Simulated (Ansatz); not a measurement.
**Se: 6 runs along one coordinate**

System: Se (2 atoms in the cell).
Method: Kohn-Sham DFT of a periodic cell, PBE, Ansatz PAW, no spin polarisation (Ansatz 0.2.0).

The 6 runs differ only in the geometry, by an even scaling of the cell at fixed fractional positions. The structure derives from a Materials Project entry.

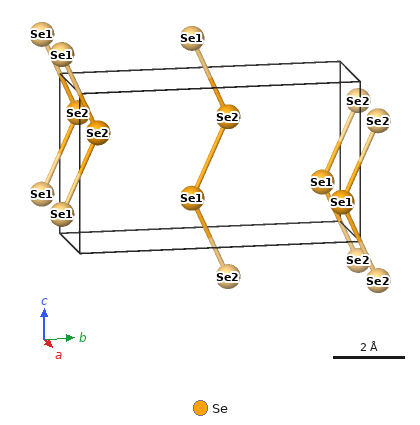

Figure 1. The structure of run 4 (ball-and-stick view of the cell 2 times as large as that of the calculation, set on its symmetry axes, seen slightly off an axis; neighbours outside the cell are drawn fainter; atoms are numbered from 1 in the order of the input).

**Input of run 4**
```yaml
crystal:
  lattice:
    - [1.39426943, -4.039002765, 0.0]
    - [1.39426943, 4.039002765, 0.0]
    - [0.0, 0.0, 4.6134314]
  atoms:
    - { symbol: Se, position: [0.06434468, 0.93565532, 0.25] }
    - { symbol: Se, position: [0.93565532, 0.06434468, 0.75] }
hamiltonian:
  xc: pbe
  pseudopotentials: { kind: paw }
kpoints:
  mp_grid: { grid: [10, 10, 6] }
scf:
  occupations: { method: fermi_dirac, width: 0.05 }
output:
  forces: true
  stress: true
  eigenvalues: true
```

Command:
```bash
ansatz run input.yaml --threads 2 --pin off --max-ram 5120MiB --backend cpu --events-out ev --progress --plain --runs-dir out
```

Run 3 differs from it as follows:
```diff
-    - [1.39426943, -4.039002765, 0.0]
-    - [1.39426943, 4.039002765, 0.0]
-    - [0.0, 0.0, 4.6134314]
+    - [1.3849116351, -4.0118945471, 0.0]
+    - [1.3849116351, 4.0118945471, 0.0]
+    - [0.0, 0.0, 4.5824678402]
```

**Results, with one run withheld**

| run | volume per atom (Å³) | free energy per atom, from the lowest run given (meV) | pressure (GPa) |
| --- | --- | --- | --- |
| 1 | 24.422 | 37.38 | 5.78 |
| 2 | 24.941 | 21.24 | 4.20 |
| 3 | 25.461 | ? | ? |
| 4 | 25.980 | 3.01 | 1.51 |
| 5 | 26.500 | 0.00 | 0.37 |
| 6 | 27.539 | 4.19 | −1.59 |

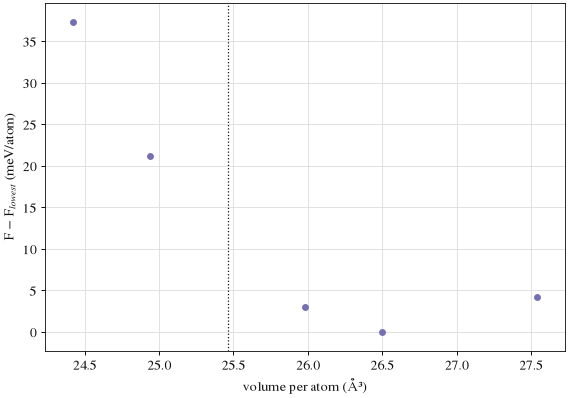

Figure 2. Free energy per atom of the runs given; the dotted line marks run 3.

What should run 3 give?

A cubic polynomial in V^(−2/3) (the Birch–Murnaghan form), fitted to the 5 runs given, misses them by under 0.01 meV per atom. With x = V^(−2/3) − 0.11442 Å⁻², it reads F = 4.5073 + 3907.6 x + 8.1451e+05 x² + 1.7128e+06 x³ (meV per atom). At run 3 it gives 9.93 meV per atom, and the run itself gives 9.95. The slope of the fit gives a pressure −dF/dV of 2.79 GPa there, and the run prints 2.79 GPa. The fit has its minimum at 26.678 Å³ per atom, where V d²F/dV² gives 53.7 GPa. Cell shape and fractional positions are held, so this is the stiffness under even scaling; the relaxed bulk modulus wasn't computed and can be far lower in a crystal of layers, chains or molecules like this one.

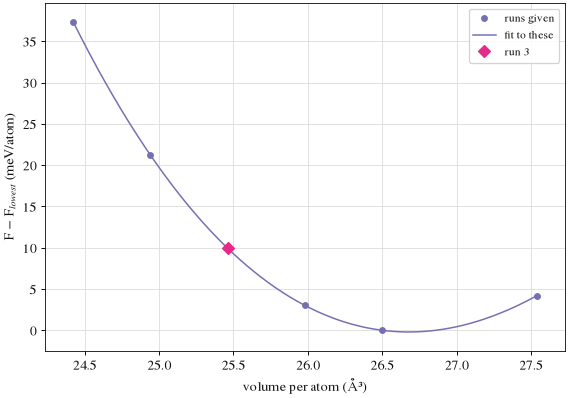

Figure 3. The fit and the withheld run.

**Output, shortened to warnings, some set-up lines, iterations and results (run 3)**
```
Basis set: ecut = 420 eV, 991 PW (Γ), exchange–correlation on 60×60×64 points (8 copies of the dense FFT grid, shifted against one another)
Symmetry: 8 space group operations
k-points: 124 of 600
Initial density: superposition of atomic densities (neutral atoms: chi_scale 0, normalization atom), corrected by the library's trained network
[...]
SCF iter   1: F=—  HF=-10937.842634 eV  |F-HF|=—  |Δ(HF+E_count)|=         —  Δρ=2.24e-3  dr2=2.38e-3  ethr=1.77e-3  ⟨swp⟩=5.5  Hψ=11475  notcnv=0
SCF iter   2: F=—  HF=-10937.842768 eV  |F-HF|=—  |Δ(HF+E_count)|=   1.34e-4  Δρ=8.14e-4  dr2=3.55e-4  ethr=7.43e-6  ⟨swp⟩=2.0  Hψ=4686  notcnv=0  defer=12
SCF iter   3: F=—  HF=-10937.842664 eV  |F-HF|=—  |Δ(HF+E_count)|=   1.04e-4  Δρ=1.54e-4  dr2=1.90e-5  ethr=1.11e-6  ⟨swp⟩=2.0  Hψ=3251  notcnv=0  defer=12
SCF iter   4: F=—  HF=-10937.842644 eV  |F-HF|=—  |Δ(HF+E_count)|=   2.04e-5  Δρ=4.13e-5  dr2=7.28e-7  ethr=5.94e-8  ⟨swp⟩=2.2  Hψ=3342  notcnv=0  defer=12
SCF iter   5: F=-10937.842644 eV  HF=-10937.842644 eV  |F-HF|=2.68e-8  |Δ(HF+E_count)|=   2.99e-7  Δρ=8.30e-6  dr2=2.46e-8  ethr=2.27e-9  ⟨swp⟩=2.0  Hψ=3273  notcnv=0  …
SCF iter   6: F=-10937.842644 eV  HF=-10937.842644 eV  |F-HF|=1.68e-9  |Δ(HF+E_count)|=   3.30e-8  Δρ=9.76e-7  dr2=4.25e-10  ethr=7.68e-11  ⟨swp⟩=2.5  Hψ=9278  notcnv=0
SCF 1 converged in 6 iterations: F = -10937.842644 eV  dr2 = 4.25e-10
SCF converged after 6 iterations
Free energy (F): -10937.842644 eV
Harris-Foulkes:  -10937.842644 eV  (|F-HF|=1.68e-9)
Internal energy: -10937.836468 eV  (E = F + TS)
E sigma→0 (E₀):  -10937.839556 eV
Entropy (-TS):   -0.006176 eV (-3.088 meV/atom)
Fermi energy:    8.119646 eV
--- Per-component energies (eV) ---
  E_band       = -791.868093
  E_kinetic    = 234.422001
  E_local      = -5014.674116  (includes V_loc(G=0)·N_el)
  E_nonlocal   = -1188.365237
  E_hartree    = 2468.610844
  E_xc         = -207.418289
  E_vxc        = -194.977673  (∫ρ·V_xc dr)
  E_paw        = -3824.220348  (= ΣΔE_a)
  E_vpaw       = 434.505232  (= ΣTr[D̂ρ^β])
  E_aug_tail   = -0.001153  (compensation charges beyond the density's cutoff)
  E_ewald      = -3406.190171
  E_smearing   = -0.006176  (= −TS)
  E_closure    = -0.000000  (closes the sum)
  Σ components = -10937.842644   (vs F -10937.842644, Δ=0.00e0)
--- Forces (eV/Å), atoms counted from 1 ---
  atom   1  Se     0.00000000    -0.05225772    -0.00000000
  atom   2  Se     0.00000000     0.05225772     0.00000000
  max |Σ_I F_I| component: 6.94e-18 eV/Å
--- Stress (GPa, compression-positive) ---
        1.786071       0.000000      -0.000000
        0.000000       1.355935       0.000000
       -0.000000       0.000000       5.216131
  P = ⅓ Tr σ = 2.7860 GPa (27.860 kbar)
```
